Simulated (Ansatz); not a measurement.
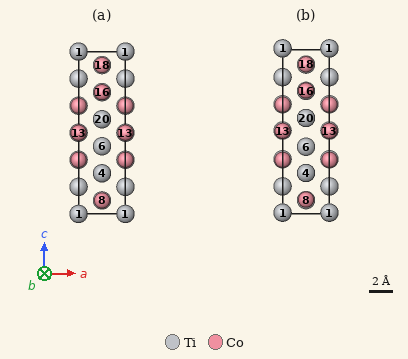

The structure of an interface cell of composition TiCo before (left) and after (right) a relaxation, at one scale.

Style: spheres-only. Shown: the cell of the calculation, along the b axis.

Case: antiphase boundary on (2 1 1), species swapped.

The calculation used Ansatz, DFT PBE, scalar-relativistic, plane waves, PAW. Set-up: plane-wave cutoff 420 eV; k-point mesh 8 × 8 × 3; occupations gaussian; smearing width 0.1 eV; collinear spin; cell relaxed at fixed a, b, alpha, beta, gamma; force threshold 0.02 eV/Å; at most 45 steps.

Describe what moved and what it gained.

The run was cut off at its time limit before the relaxation converged, so the last structure is only a point on the way. The largest moves relative to the cell, 0.14 Å, are those of Ti atoms. By element the largest moves are Ti 0.14 Å, Co 0.13 Å. The volume changes by +1.2 %, with a unchanged at 4.222 Å, b unchanged at 5.171 Å, c 14.626 → 14.799 Å (+1.2 %). Some distances before and after: Ti–Ti 2.586 → 2.761 Å, Co–Co 2.586 → 2.743 Å, Ti–Ti 2.586 → 2.733 Å, Ti–Ti 2.986 → 2.896 Å. Over 2 geometry steps the energy falls by 0.831 eV per cell of the calculation. The largest force component goes from 1.6 to 0.23 eV/Å. The pressure goes from −0.31 to −2.21 GPa. Cost: 28 min on 4 threads of Arm Neoverse V2, on a shared host, peak memory 5.9 GiB.
